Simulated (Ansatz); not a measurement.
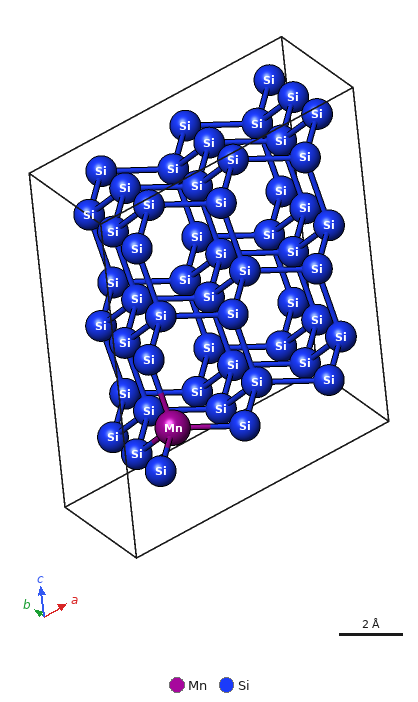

*The structure (ball-and-stick view of the cell of the calculation, seen slightly off an axis). An atom can appear more than once, as a periodic image.*

Near neighbours in the periodic cell (some may lie outside the picture): Mn has 4 Si at 2.35 Å; Si has 4 Si at 2.35 Å; Si has 1 Mn at 2.35 Å and 3 Si at 2.35 Å.

**Run report: MnSi53, field-gradient calculation (part 1 of 3)**

The run: field-gradient calculation of MnSi53 (defect cell, 54 atoms in the cell). Method and program: DFT, PBE, plane waves, PAW, spin-polarised (Ansatz 0.2.0).

The structure derives from an entry of the Crystallography Open Database.

## Input file
```yaml
crystal:
  lattice:
    - [0.0, 8.14068, 8.14068]
    - [8.14068, 0.0, 8.14068]
    - [8.14068, 8.14068, 0.0]
  atoms:
    - { symbol: Mn, position: [0.25, 0.25, 0.25], spin: 4.0 }
    - { symbol: Si, position: [0.25, 0.25, 0.5833333333] }
    - { symbol: Si, position: [0.25, 0.25, 0.9166666667] }
    - { symbol: Si, position: [0.25, 0.5833333333, 0.25] }
    - { symbol: Si, position: [0.25, 0.5833333333, 0.5833333333] }
    - { symbol: Si, position: [0.25, 0.5833333333, 0.9166666667] }
    - { symbol: Si, position: [0.25, 0.9166666667, 0.25] }
    - { symbol: Si, position: [0.25, 0.9166666667, 0.5833333333] }
    - { symbol: Si, position: [0.25, 0.9166666667, 0.9166666667] }
    - { symbol: Si, position: [0.5833333333, 0.25, 0.25] }
    - { symbol: Si, position: [0.5833333333, 0.25, 0.5833333333] }
    - { symbol: Si, position: [0.5833333333, 0.25, 0.9166666667] }
    - { symbol: Si, position: [0.5833333333, 0.5833333333, 0.25] }
    - { symbol: Si, position: [0.5833333333, 0.5833333333, 0.5833333333] }
    - { symbol: Si, position: [0.5833333333, 0.5833333333, 0.9166666667] }
    - { symbol: Si, position: [0.5833333333, 0.9166666667, 0.25] }
    - { symbol: Si, position: [0.5833333333, 0.9166666667, 0.5833333333] }
    - { symbol: Si, position: [0.5833333333, 0.9166666667, 0.9166666667] }
    - { symbol: Si, position: [0.9166666667, 0.25, 0.25] }
    - { symbol: Si, position: [0.9166666667, 0.25, 0.5833333333] }
    - { symbol: Si, position: [0.9166666667, 0.25, 0.9166666667] }
    - { symbol: Si, position: [0.9166666667, 0.5833333333, 0.25] }
    - { symbol: Si, position: [0.9166666667, 0.5833333333, 0.5833333333] }
    - { symbol: Si, position: [0.9166666667, 0.5833333333, 0.9166666667] }
    - { symbol: Si, position: [0.9166666667, 0.9166666667, 0.25] }
    - { symbol: Si, position: [0.9166666667, 0.9166666667, 0.5833333333] }
    - { symbol: Si, position: [0.9166666667, 0.9166666667, 0.9166666667] }
    - { symbol: Si, position: [0.1666666667, 0.1666666667, 0.1666666667] }
    - { symbol: Si, position: [0.1666666667, 0.1666666667, 0.5] }
    - { symbol: Si, position: [0.1666666667, 0.1666666667, 0.8333333333] }
    - { symbol: Si, position: [0.1666666667, 0.5, 0.1666666667] }
    - { symbol: Si, position: [0.1666666667, 0.5, 0.5] }
    - { symbol: Si, position: [0.1666666667, 0.5, 0.8333333333] }
    - { symbol: Si, position: [0.1666666667, 0.8333333333, 0.1666666667] }
    - { symbol: Si, position: [0.1666666667, 0.8333333333, 0.5] }
    - { symbol: Si, position: [0.1666666667, 0.8333333333, 0.8333333333] }
    - { symbol: Si, position: [0.5, 0.1666666667, 0.1666666667] }
    - { symbol: Si, position: [0.5, 0.1666666667, 0.5] }
    - { symbol: Si, position: [0.5, 0.1666666667, 0.8333333333] }
    - { symbol: Si, position: [0.5, 0.5, 0.1666666667] }
    - { symbol: Si, position: [0.5, 0.5, 0.5] }
    - { symbol: Si, position: [0.5, 0.5, 0.8333333333] }
    - { symbol: Si, position: [0.5, 0.8333333333, 0.1666666667] }
    - { symbol: Si, position: [0.5, 0.8333333333, 0.5] }
    - { symbol: Si, position: [0.5, 0.8333333333, 0.8333333333] }
    - { symbol: Si, position: [0.8333333333, 0.1666666667, 0.1666666667] }
    - { symbol: Si, position: [0.8333333333, 0.1666666667, 0.5] }
    - { symbol: Si, position: [0.8333333333, 0.1666666667, 0.8333333333] }
    - { symbol: Si, position: [0.8333333333, 0.5, 0.1666666667] }
    - { symbol: Si, position: [0.8333333333, 0.5, 0.5] }
    - { symbol: Si, position: [0.8333333333, 0.5, 0.8333333333] }
    - { symbol: Si, position: [0.8333333333, 0.8333333333, 0.1666666667] }
    - { symbol: Si, position: [0.8333333333, 0.8333333333, 0.5] }
    - { symbol: Si, position: [0.8333333333, 0.8333333333, 0.8333333333] }
magnetization:
  spin_polarized: true
total_charge: 0
kpoints:
  mp_grid: { grid: [2, 2, 2] }
scf:
  occupations: { method: fermi_dirac, width: 0.01 }
  lower_state_search: "off"
hamiltonian:
  xc: pbe
  pseudopotentials: { kind: paw }
output:
  forces: true
  stress: true
  populations: true
  efg: { quadrupole_moments_barn: { Mn: 0.33 }, contact_densities: true }
  write_density: true
  write_potential: true
  elf: true
  volumetric_format: npy
```

Command:
```bash
ansatz run input.yaml --threads 4 --pin off --max-ram 8192MiB --backend cpu --events-out ev --progress --plain --runs-dir out
```

## The program's output
```
Engine: ansatz 0.2.0, aarch64-unknown-linux-gnu
Pseudopotentials: kind: paw
Pseudopotential: Mn, paw, valence charge 15, recommended cutoff 420 eV (normal), Mn.paw.azcp
Pseudopotential: Si, paw, valence charge 4, recommended cutoff 420 eV (normal), Si.paw.azcp
Functional definition: PBE
  parameter kappa = 0.804
  parameter beta = 0.06672455060314922
  exchange = pbe_x(kappa = kappa, mu = beta*pi^2/3)
  correlation = pbe_c(beta = beta)
Crystal: 54 atoms, lattice volume = 1078.977 Å³
Basis set: ecut = 420 eV, 21187 PW (Γ), exchange–correlation on 160×160×160 points (8 copies of the dense FFT grid, shifted against one another)
Bands: 170, of which v1, the nominal top of the filled ones, is band 114 counted from 1 (113 counted from 0)
Symmetry: 24 space group operations
Space group: F-43m (ITA 216), of the structure as read, at distance tolerance 1.0e-4 Å
Magnetic group: BNS 216.74 (UNI 1576), of the structure as read, at distance tolerance 1.0e-4 Å
k-points: 3 of 8
Non-local potential: Mn, projectors of the file, l = 0: 3, l = 1: 2, l = 2: 3, l = 3: 1
Non-local potential: Si, projectors of the file, l = 0: 2, l = 1: 2, l = 2: 2
PAW form: soft (Blöchl's): semilocal exchange-correlation on the pseudo side does not see the compensation charge
PAW one-centre angular grid: Mn, 590 points (default); XC on 64 Gauss nodes
PAW one-centre angular grid: Si, 110 points (default); XC on 64 Gauss nodes
Initial density: superposition of atomic densities (chi_scale 0.1, normalization cell)
Starting moments: Σ|m| = 4 μB on 1 of 54 sites
Initial wavefunctions: pseudopotential atomic-orbital guess
Functional: x = pbe(κ = 0.804, μ = 0.2195149727645171), c = pbe(β = 0.06672455060314922)
SCF iter   1: F=—  HF=-37598.761264 eV  |F-HF|=—  |Δ(HF+E_count)|=         —  Δρ=2.86e-2 (↑2.24e-2 ↓2.86e-2)  dr2=2.59e1  dr2_m=7.66e-1  M=2.750 μB ∫|m|=3.653 μB  β_m=0.30  ethr=3.10e-3  ⟨swp⟩=6.0  Hψ=4664  notcnv=0  defer=137
preconditioner: auto → Resta (q_TF=auto, 2.104 Å⁻¹)  ε∞=5.5  [insulator: Δε(μ)=0.072 eV  Ē_g=7.891 eV  σ=0.010 eV  W_gap=0.50  n_scr=168 (ndim 8)  ℏωp=16.7 eV  f_vac=0.000  D(μ)=6.35/eV (n_scr^D=14)  ε∞_Penn≈5.5]
spin=Collinear: Resta preconditioning applied to the charge; magnetization (m = ρ↑ − ρ↓) channel mixes plain (no charge-response kernel on spin).
SCF iter   2: F=—  HF=-37596.893129 eV  |F-HF|=—  |Δ(HF+E_count)|=    1.87e0  Δρ=2.42e-2 (↑2.42e-2 ↓1.79e-2)  dr2=1.65e1  dr2_m=5.55e-1  M=3.000 μB ∫|m|=4.035 μB  β_m=0.30  ethr=3.10e-3  ⟨swp⟩=3.2  Hψ=1921  notcnv=0  defer=243
SCF iter   3: F=—  HF=-37595.730322 eV  |F-HF|=—  |Δ(HF+E_count)|=    1.16e0  Δρ=2.16e-2 (↑1.28e-2 ↓2.16e-2)  dr2=1.26e1  dr2_m=6.06e-1  M=2.750 μB ∫|m|=3.755 μB  β_m=0.30  ethr=3.10e-3  ⟨swp⟩=3.0  Hψ=1756  notcnv=0  defer=243
SCF iter   4: F=—  HF=-37593.834364 eV  |F-HF|=—  |Δ(HF+E_count)|=    1.90e0  Δρ=6.57e-3 (↑6.57e-3 ↓4.33e-3)  dr2=2.47e-1  dr2_m=2.62e-1  M=2.998 μB ∫|m|=4.131 μB  β_m=0.30  ethr=3.10e-3  ⟨swp⟩=3.3  Hψ=1805  notcnv=0  defer=298
Mixer restart at iter 4: flushing history
spin-set hold released at iteration 4 (the charge has settled, or the pull on large starting moments outlasts its swing): the magnetisation degrees of freedom join the quasi-Newton model from the next iteration; the mixer history was flushed
SCF iter   5: F=—  HF=-37593.905581 eV  |F-HF|=—  |Δ(HF+E_count)|=   7.12e-2  Δρ=6.51e-3 (↑3.39e-3 ↓6.51e-3)  dr2=2.04e-1  dr2_m=2.18e-1  M=2.806 μB ∫|m|=4.030 μB  β_m=0.57  ethr=1.09e-4  ⟨swp⟩=3.0  Hψ=1342  notcnv=0  defer=298
SCF iter   6: F=—  HF=-37594.035776 eV  |F-HF|=—  |Δ(HF+E_count)|=   1.30e-1  Δρ=6.52e-3 (↑6.52e-3 ↓1.31e-3)  dr2=7.44e-1  dr2_m=7.82e-2  M=2.967 μB ∫|m|=4.056 μB  β_m=0.44  ethr=8.98e-5  ⟨swp⟩=3.3  Hψ=1478  notcnv=0  defer=298
SCF iter   7: F=—  HF=-37594.045726 eV  |F-HF|=—  |Δ(HF+E_count)|=   9.95e-3  Δρ=1.61e-3 (↑3.46e-4 ↓1.61e-3)  dr2=3.27e-2  dr2_m=8.83e-3  M=2.750 μB ∫|m|=3.867 μB  β_m=0.57  ethr=8.98e-5  ⟨swp⟩=2.8  Hψ=1915  notcnv=0  defer=296
SCF iter   8: F=—  HF=-37594.048975 eV  |F-HF|=—  |Δ(HF+E_count)|=   3.25e-3  Δρ=3.18e-4 (↑3.18e-4 ↓2.34e-4)  dr2=3.58e-4  dr2_m=6.94e-4  M=2.750 μB ∫|m|=3.837 μB  β_m=0.77  ethr=1.44e-5  ⟨swp⟩=2.5  Hψ=951  notcnv=0  defer=296
SCF iter   9: F=—  HF=-37594.049610 eV  |F-HF|=—  |Δ(HF+E_count)|=   6.35e-4  Δρ=5.25e-5 (↑5.25e-5 ↓3.52e-5)  dr2=3.22e-5  dr2_m=1.34e-5  M=2.750 μB ∫|m|=3.809 μB  β_m=0.83  ethr=1.58e-7  ⟨swp⟩=2.7  Hψ=1562  notcnv=0  defer=296
SCF iter  10: F=—  HF=-37594.049941 eV  |F-HF|=—  |Δ(HF+E_count)|=   3.31e-4  Δρ=1.97e-5 (↑1.97e-5 ↓1.88e-5)  dr2=1.09e-6  dr2_m=3.47e-6  M=2.750 μB ∫|m|=3.804 μB  β_m=0.91  ethr=1.42e-8  ⟨swp⟩=2.5  Hψ=1433  notcnv=0  defer=296
SCF iter  11: F=—  HF=-37594.049947 eV  |F-HF|=—  |Δ(HF+E_count)|=   5.70e-6  Δρ=9.53e-6 (↑2.91e-6 ↓9.53e-6)  dr2=1.50e-6  dr2_m=2.37e-7  M=2.750 μB ∫|m|=3.801 μB  β_m=0.96  ethr=4.82e-10  ⟨swp⟩=3.3  Hψ=1724  notcnv=0  defer=296
SCF iter  12: F=—  HF=-37594.049947 eV  |F-HF|=—  |Δ(HF+E_count)|=   5.00e-7  Δρ=2.35e-6 (↑2.35e-6 ↓1.70e-6)  dr2=2.33e-7  dr2_m=3.68e-9  M=2.750 μB ∫|m|=3.800 μB  β_m=0.98  ethr=4.82e-10  ⟨swp⟩=2.0  Hψ=1406  notcnv=0  defer=296
SCF iter  13: F=-37594.049948 eV  HF=-37594.049948 eV  |F-HF|=3.96e-9  |Δ(HF+E_count)|=   7.06e-8  Δρ=5.20e-7 (↑2.59e-7 ↓5.20e-7)  dr2=1.07e-8  dr2_m=5.12e-10  M=2.750 μB ∫|m|=3.800 μB  ethr=4.41e-11  ⟨swp⟩=17.7  Hψ=8015  notcnv=0
SCF 1 converged in 13 iterations: F = -37594.049948 eV  dr2 = 1.07e-8
  greatest PAW one-centre occupation: 1.001 electrons in one spin orbital (limit 2), on the Mn atom at site 0 (counted from 0), in its partial waves of l = 1
```

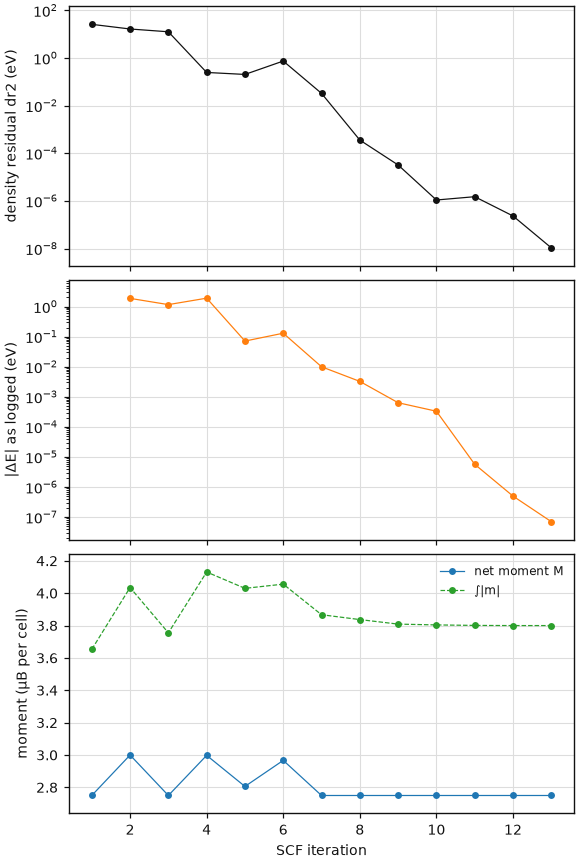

*Convergence of the self-consistent field: density residual dr2, size of the energy change and magnetic moment against the SCF iteration.*

The residual comes down, with one marked jump up, by a factor of about 4, at step 6. The net moment starts and ends at 2.8 μB per cell.

```
SCF converged after 13 iterations
Magnetization: 2.7501 μB (114.8750 up, 112.1250 down)
Absolute magnetization: 3.8041 μB (∫|ρ↑−ρ↓|, with the PAW one-centre terms)
Spin contamination: 0.4086 ħ² per cell (⟨S²⟩ above its minimum at these occupations)
Per-site moments (μB) at R_I (Å): [(2.704823230516449, 0.9693799064640485), (0.00225656111332436, 0.9693799064640485), (0.002256561113324064, 0.9693799064640485), (0.002256561113324341, 0.9693799064640485), (-0.002343132589436778, 0.9693799064640487), (0.0022565611133244304, 0.9693799064640487), (0.002256561113324119, 0.9693799064640485), (0.0022565611133243692, 0.9693799064640487), (-0.0006872765755536408, 0.9693799066579244), (0.0022565611133238067, 0.9693799064640485), (-0.0023431325894368287, 0.9693799064640487), (0.0022565611133243744, 0.9693799064640487), (-0.0023431325894366214, 0.9693799064640487), (-0.002343132589436803, 0.9693799064640493), (-0.00022555179631775482, 0.9693799065609864), (0.0022565611133243055, 0.9693799064640487), (-0.00022555179631781946, 0.9693799065609864), (-0.00022555179631772158, 0.9693799065609865), (0.0022565611133239984, 0.9693799064640485), (0.002256561113324375, 0.9693799064640487), (-0.0006872765755536946, 0.9693799066579244), (0.0022565611133245375, 0.9693799064640487), (-0.00022555179631775433, 0.9693799065609864), (-0.0002255517963177487, 0.9693799065609865), (-0.0006872765755537397, 0.9693799066579244), (-0.00022555179631776544, 0.9693799065609865), (-0.0006872765755536277, 0.9693799066579244), (-0.05259375918660185, 0.9693799064640485), (-0.052593759186601786, 0.9693799064640485), (-0.004540966064154545, 0.9693799065609867), (-0.05259375918660158, 0.9693799064640485), (-0.001185582161287927, 0.9693799064640493), (-0.0011855821612879757, 0.9693799064640489), (-0.004540966064154609, 0.9693799065609869), (-0.0011855821612878677, 0.9693799064640489), (-0.0045409660641545675, 0.9693799065609869), (-0.052593759186601904, 0.9693799064640485), (-0.0011855821612878847, 0.9693799064640493), (-0.0011855821612879118, 0.9693799064640489), (-0.0011855821612879879, 0.9693799064640493), (-0.0005007533048324928, 0.9693799064640487), (-0.0011855821612879896, 0.9693799064640493), (-0.0011855821612879731, 0.9693799064640489), (-0.001185582161288015, 0.9693799064640493), (-0.0012724863924655151, 0.9693799066579244), (-0.0045409660641547835, 0.9693799065609869), (-0.0011855821612879141, 0.9693799064640489), (-0.004540966064154522, 0.9693799065609869), (-0.0011855821612878439, 0.9693799064640489), (-0.0011855821612879655, 0.9693799064640493), (-0.0012724863924654859, 0.9693799066579244), (-0.004540966064154619, 0.9693799065609869), (-0.0012724863924655323, 0.9693799066579244), (-0.0012724863924655336, 0.9693799066579244)]
Free energy (F): -37594.049948 eV
Harris-Foulkes:  -37594.049948 eV  (|F-HF|=3.96e-9)
Internal energy: -37594.048207 eV  (E = F + TS)
E sigma→0 (E₀):  -37594.049077 eV
Entropy (-TS):   -0.001741 eV (-0.032 meV/atom)
Fermi energy:    6.676529 eV
--- Per-component energies (eV) ---
  E_band       = -99.665021
  E_kinetic    = 2448.066656
  E_local      = -5081.659520  (includes V_loc(G=0)·N_el)
  E_nonlocal   = 1624.940973
  E_hartree    = 1983.475151
  E_xc         = -3039.353846
  E_vxc        = -2623.638817  (∫ρ·V_xc dr)
  E_paw        = -28480.886124  (= ΣΔE_a)
  E_vpaw       = -434.332095  (= ΣTr[D̂ρ^β])
  E_aug_tail   = 0.000307  (compensation charges beyond the density's cutoff)
  E_ewald      = -7048.631806
  E_smearing   = -0.001741  (= −TS)
  E_closure    = -0.000000  (closes the sum)
  Σ components = -37594.049948   (vs F -37594.049948, Δ=0.00e0)
--- Forces (eV/Å), atoms counted from 1 ---
  atom   1  Mn     0.00000000    -0.00000000    -0.00000000
  atom   2  Si    -0.04076452    -0.04076452     0.07862551
  atom   3  Si     0.04076452     0.04076452     0.07862551
  atom   4  Si    -0.04076452     0.07862551    -0.04076452
  atom   5  Si     0.00240429    -0.00240429    -0.00240429
  atom   6  Si    -0.07862551     0.04076452    -0.04076452
  atom   7  Si     0.04076452     0.07862551     0.04076452
  atom   8  Si    -0.07862551    -0.04076452     0.04076452
  atom   9  Si    -0.00243294     0.00243294     0.00243294
  atom  10  Si     0.07862551    -0.04076452    -0.04076452
  atom  11  Si    -0.00240429     0.00240429    -0.00240429
  atom  12  Si     0.04076452    -0.07862551    -0.04076452
  atom  13  Si    -0.00240429    -0.00240429     0.00240429
  atom  14  Si     0.00240429     0.00240429     0.00240429
  atom  15  Si    -0.00000000     0.00000000    -0.01174746
  atom  16  Si     0.04076452    -0.04076452    -0.07862551
  atom  17  Si    -0.00000000    -0.01174746     0.00000000
  atom  18  Si     0.01174746     0.00000000    -0.00000000
  atom  19  Si     0.07862551     0.04076452     0.04076452
  atom  20  Si    -0.04076452    -0.07862551     0.04076452
  atom  21  Si     0.00243294    -0.00243294     0.00243294
  atom  22  Si    -0.04076452     0.04076452    -0.07862551
  atom  23  Si    -0.01174746     0.00000000    -0.00000000
  atom  24  Si    -0.00000000     0.01174746     0.00000000
  atom  25  Si     0.00243294     0.00243294    -0.00243294
  atom  26  Si    -0.00000000     0.00000000     0.01174746
  atom  27  Si    -0.00243294    -0.00243294    -0.00243294
  atom  28  Si    -0.07182694    -0.07182694    -0.07182694
  atom  29  Si     0.07182694     0.07182694    -0.07182694
  atom  30  Si     0.00000000    -0.00000000    -0.07289527
  atom  31  Si     0.07182694    -0.07182694     0.07182694
  atom  32  Si    -0.00793253    -0.00963956    -0.00963956
  atom  33  Si     0.00963956     0.00793253    -0.00963956
  atom  34  Si     0.00000000    -0.07289527     0.00000000
  atom  35  Si     0.00963956    -0.00963956     0.00793253
  atom  36  Si     0.07289527    -0.00000000    -0.00000000
  atom  37  Si    -0.07182694     0.07182694     0.07182694
  atom  38  Si    -0.00963956    -0.00793253    -0.00963956
  atom  39  Si     0.00793253     0.00963956    -0.00963956
  atom  40  Si    -0.00963956    -0.00963956    -0.00793253
  atom  41  Si     0.00000000    -0.00000000     0.00000000
  atom  42  Si     0.00963956     0.00963956    -0.00793253
  atom  43  Si     0.00793253    -0.00963956     0.00963956
  atom  44  Si     0.00963956    -0.00793253     0.00963956
  atom  45  Si    -0.00764162     0.00764162     0.00764162
  atom  46  Si    -0.07289527    -0.00000000     0.00000000
  atom  47  Si    -0.00963956     0.00963956     0.00793253
  atom  48  Si     0.00000000     0.07289527    -0.00000000
  atom  49  Si    -0.00963956     0.00793253     0.00963956
```
